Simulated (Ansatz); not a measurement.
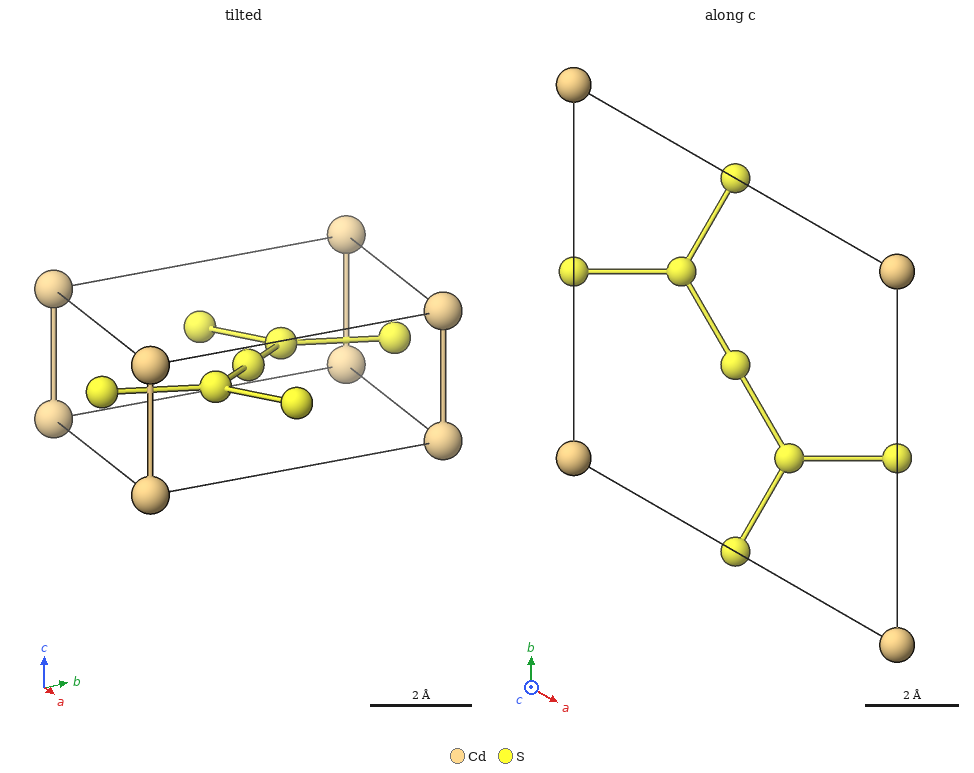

View slightly off an axis and along the c axis, drawn as a ball-and-stick model. Atoms at the boundary of the conventional unit cell (the box) are drawn once for each face, edge or corner they touch. Cell: a = 8.10 Å, b = 8.10 Å, c = 2.65 Å, α = 90.00°, β = 90.00°, γ = 120.00°.

The model was built from a random cell made by a generator, so it need not be a real form of the compound. Earlier steps of the study may have refined or changed the cell and positions. It went into a calculation with Ansatz.

> What can be read from this drawing?

Chemical formula CdS₅. It belongs to space group P6/mmm (No. 191) and has a primitive hexagonal lattice. With Z = 1, the cell contains 1 Cd, 5 S. Taking every contact within bonding distance, one finds Cd 2 and S 2 to 3 (mean 2.4).

Results below were computed with DFT PBE, scalar-relativistic, plane waves, PAW (Ansatz); the settings were E_cut = 420 eV, k-points on a 6×6×14 grid, Gaussian smearing of 0.1 eV, no spin polarisation.

> What is the electronic character?

A metal: bands cross the Fermi level.

> What does a Bader analysis give?

Cd +0.31 e; S -0.08 to -0.04 e.

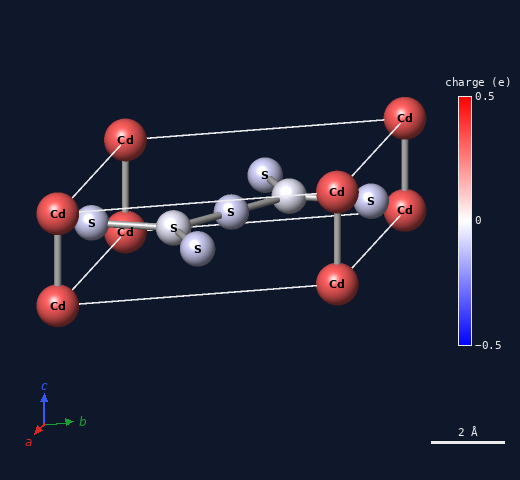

The atoms coloured by those charges. The run's cell of 6 atoms is drawn.

> Can this geometry be taken as optimised?

Yes. All forces vanish to within 0.01 eV/Å. The pressure is 0.0 GPa, close to zero.
